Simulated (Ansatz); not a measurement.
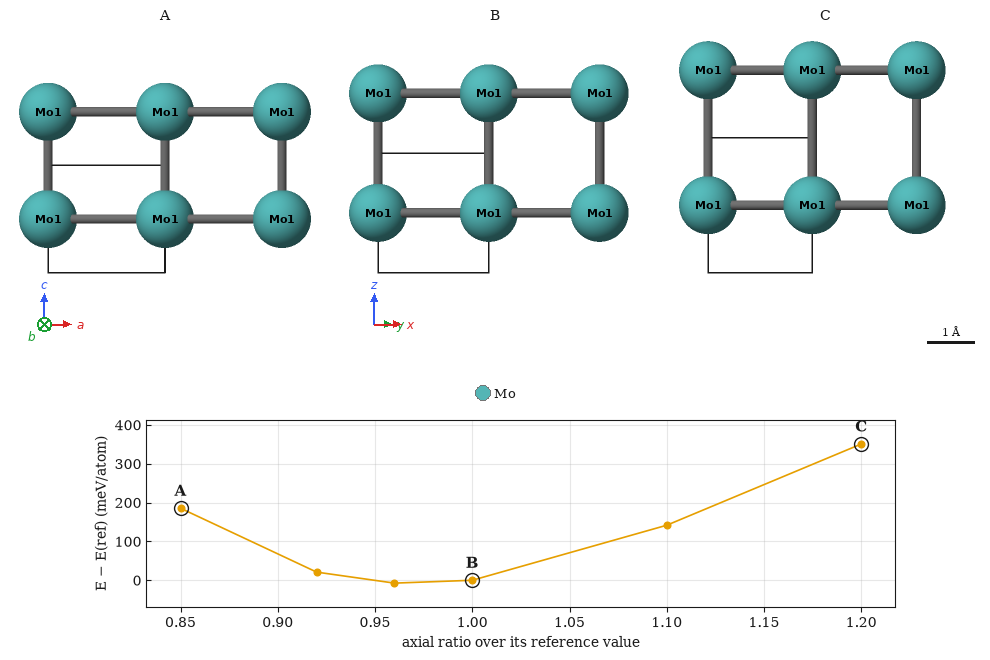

Energy scan for a crystal of Mo (P6/mmm), in which the ratio of the cell's length along z to its lengths across, counted as 1 for the reference, is changed at fixed volume (a c/a path), with the atoms kept at their fractional coordinates. x, y and z are the Cartesian axes of the input. The lettered frames are marked on the plot. The picture is a ball-and-stick view of the cell of the calculation, repeated 2 × 2 × 2 with one cell outlined, seen along the b axis.

Level of theory: DFT PBE, scalar-relativistic, plane waves, PAW in Ansatz. (plane-wave cutoff 420 eV; k-point mesh 24 × 24 × 20; occupations gaussian; smearing width 0.15 eV; no spin polarisation). Energies (free energies at the smearing named) are counted from the cell as listed in its source, which wasn't relaxed.

Question: What does the scan show?

Answer: The lowest computed point lies at the relative ratio 0.96 (−7 meV/atom). The end points stand at 186 meV/atom (0.85) and 351 meV/atom (1.20). The unrelaxed reference is under a pressure of 3.1 GPa. The distortion keeps the space group P6/mmm. At the relative ratio 1.20 the cell of the drawing goes a 2.736 → 2.574 Å, b 2.736 → 2.574 Å, c 2.555 → 2.885 Å.

The computed points:

```
axial ratio over its reference value  E − E(ref) (meV/atom)
                                0.85                    186
                                0.92                     21
                                0.96                     −7
                                1.00                      0
                                1.10                    142
                                1.20                    351
```
